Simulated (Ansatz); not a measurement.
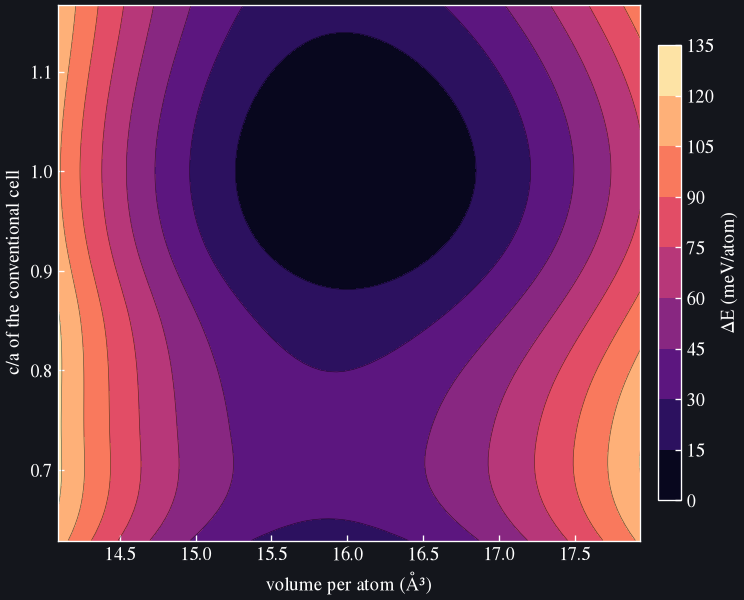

Ti (Fm-3m, No. 225; 1 atom in the cell). 
- The energy is mapped over volume and the cell's shape.
- First axis: volume per atom. Second axis: c/a of the conventional cell.
- Nothing is relaxed (symmetry fixes all fractional coordinates).
- The scan uses a 7 × 9 grid.
- Points are written as (first, second).
- Energies are in meV/atom, from the lowest grid point.
- These are results of Ansatz, DFT LDA, scalar-relativistic, plane waves, PAW, not measurements. Settings: cutoff 520 eV, k-mesh 22×22×22, gaussian smearing 0.15 eV, no spin polarisation.

Drawn: filled contours. Between grid points the surface is interpolated.

The lowest grid point is at (16.01 Å³, 1.000) [fcc]. The energy also falls towards the edge at (16.01 Å³, 0.629) (24 meV/atom above the lowest), where a further well may lie outside the range. The highest grid point, (14.09 Å³, 0.793), lies 123 meV/atom above the lowest. Round the minimum the two coordinates are nearly uncoupled.

The level of theory is changed to Ansatz 0.2.0, DFT PBE, scalar-relativistic, plane waves, PAW; with it change k-mesh 20×20×20 (before 22×22×22), the cell, relaxed at the new level (first cell vector 2.907 Å, before 2.829 Å); the new grid has 7 × 9 points.

What will the new map look like?

Answer. The minimum (interpolated where it lies between grid points) moves from (16.01 Å³, 1.000) [fcc] to (17.38 Å³, 1.000) [fcc]. The curvature at the minimum changes from about 0.047 to 0.039 eV/(Å³)² along volume per atom and from about 2.2 to 2.5 eV per unit squared along c/a of the conventional cell (per cell).

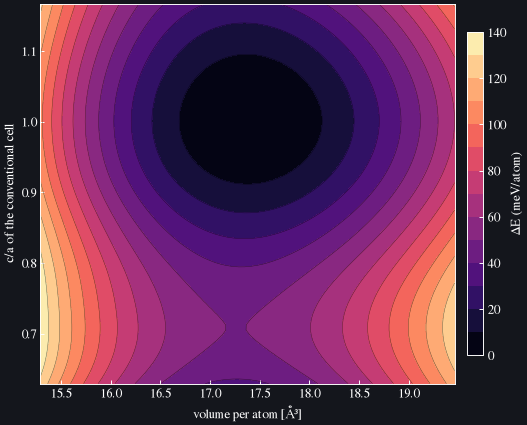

The map after the change, on a colour scale of its own. In the figure: filled contours. Between grid points the surface is interpolated.

PAW datasets: the set soft_1.
